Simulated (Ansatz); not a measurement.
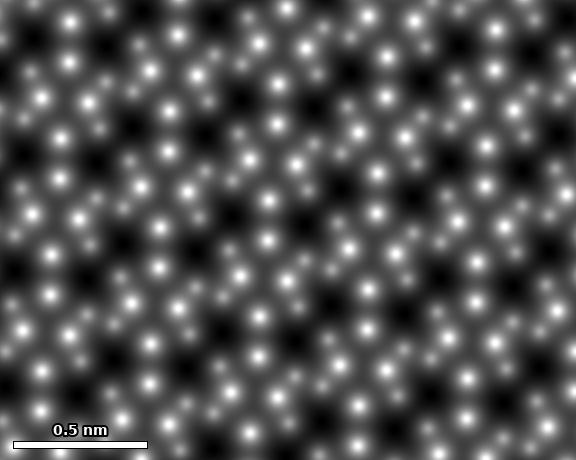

Projected-potential map of B (R-3m, No. 166) along [100]. Computed as the sum of neutral-atom potentials (tabulated electron scattering factors, B = 0.3 Å²) projected along the beam and smoothed by 0.25 Å; brighter is more positive. The display is stretched by a gamma of 0.7; percentages refer to the linear signal. Structure used: the end point of a relaxation at fixed volume with DFT PBE, spin-orbit coupling, plane waves, PAW in Ansatz.

### Describe what the image shows.

The columns repeat on an oblique net of 4.24 × 4.41 Å with an angle of 109° (plane group p2). The brightest columns hold 2 B per repeat; in falling brightness follow 1 B (about 50 %). Brightness is counted from the darkest point of the image. The closest visible columns (B and B) are 1.03 Å apart in projection. Along the beam the structure repeats every 4.90 Å.
